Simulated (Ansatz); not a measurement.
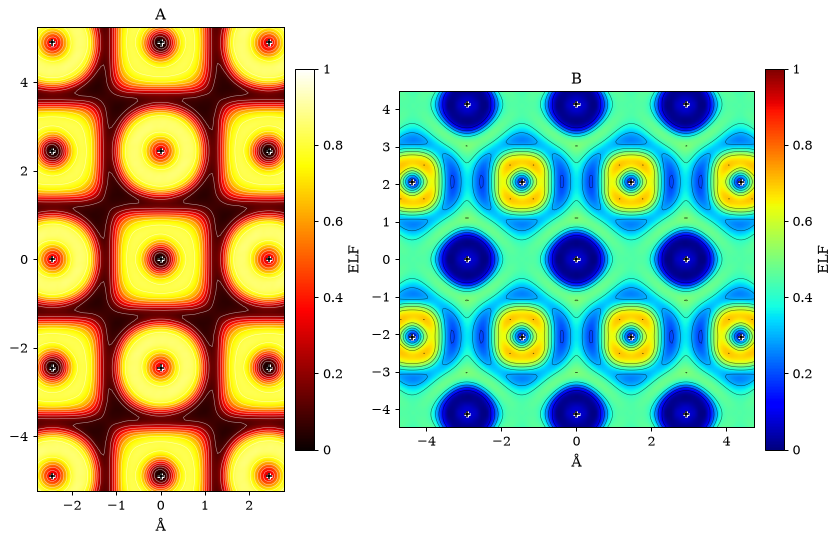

The electron localisation function of 2 systems, each on a plane through atoms (crosses mark nuclei in the plane).

These are results of Ansatz, DFT r2SCAN, scalar-relativistic, plane waves, PAW, not measurements.

System 1: AlRu, the (011) plane of the conventional cell. Space group Pm-3m; changed on purpose from its base cell (volume × 0.94); computed pressure about 16 GPa in this cell; computed without spin polarisation.

```
Al Ru
1.0
     2.92174    0.00000    0.00000
     0.00000    2.92174    0.00000
     0.00000    0.00000    2.92174
Al Ru
1 1
Direct
  0.00000 0.00000 0.00000
  0.50000 0.50000 0.50000
```

System 2: YN, the (010) plane of the conventional cell. Space group Fm-3m.

```
Y N
1.0
     4.89605    0.00000    0.00000
     0.00000    4.89605    0.00000
     0.00000    0.00000    4.89605
Y N
4 4
Cartesian
  0.0000 0.0000 0.0000
  2.4480 2.4480 0.0000
  2.4480 0.0000 2.4480
  0.0000 2.4480 2.4480
  2.4480 0.0000 0.0000
  0.0000 2.4480 0.0000
  0.0000 0.0000 2.4480
  2.4480 2.4480 2.4480
```

Match each panel to its system.

Panel A is system 2, YN: the plane holds Y and N. Y–N (2.45 Å): the ELF peaks at about 0.80 in the valence shell of N, 0.7 Å from its nucleus, and drops to about 0.15 between the two atoms; an ionic contact with no shared pair. Panel B is system 1, AlRu: the plane holds Al and Ru. Al–Ru (2.53 Å): the ELF is about 0.35 at the midpoint.
